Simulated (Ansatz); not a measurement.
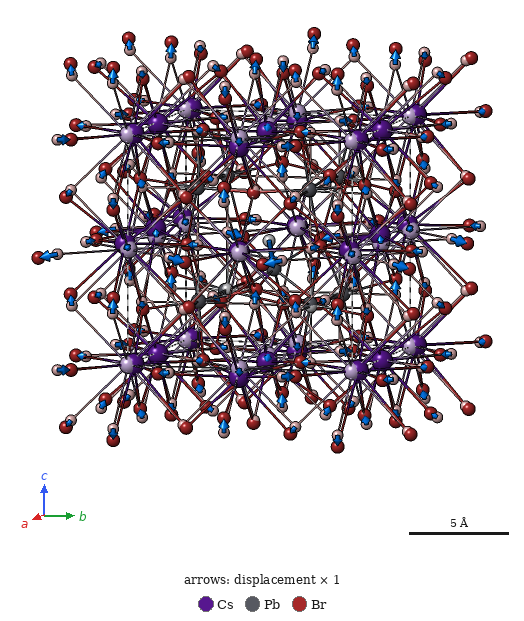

This is a relaxation of a defect cell of composition Cs₇Pb₉Br₂₄ (cell charge +1). The starting structure is drawn faded, the final one solid; blue arrows show the displacements, at their true length.

Style: ball-and-stick. Shown: the cell of the calculation (origin shifted), slightly off an axis.

Theory: DFT, PBEsol, PAW, plane waves (Ansatz 0.2.0). Set-up: plane-wave cutoff 420 eV; k-point mesh 1 × 1 × 1; mesh shifted by (0.25, 0.25, 0.25); no spin polarisation; atoms relaxed in a fixed cell; force threshold 0.03 eV/Å; at most 80 steps.

> What happened in the run?

The largest move is that of a Pb atom, 1.66 Å along [−1 0 −2]. By element the largest moves are Pb 1.66 Å, Br 1.02 Å, Cs 0.46 Å. The cell doesn't change. Near-neighbour distances that change, for instance: Br–Cs 4.147 → 5.433 Å, Br–Pb 4.112 → 2.879 Å, Br–Pb 4.170 → 2.996 Å, Br–Pb 4.164 → 3.096 Å. New bonds form: Br–Pb (4.11 → 2.88 Å), Br–Pb (4.14 → 3.08 Å), Br–Pb (4.14 → 3.17 Å), Br–Pb (4.16 → 3.10 Å). Bonds break: Br–Cs (4.15 → 5.43 Å). Among the angles between lasting bonds that change: Pb–Br–Pb 179.2° → 141.2°, Pb–Br–Pb 178.6° → 141.7°, Pb–Br–Pb 178.5° → 146.1°. Over 21 accepted moves (23 points after the start) the energy falls by 2.855 eV per cell of the calculation. The largest force component goes from 0.3 to 0.028 eV/Å. 2 steps only repeated the SCF at the same geometry.

Limits of the set-up: the cell is charged, on a uniform background, and energies carry no finite-size correction.
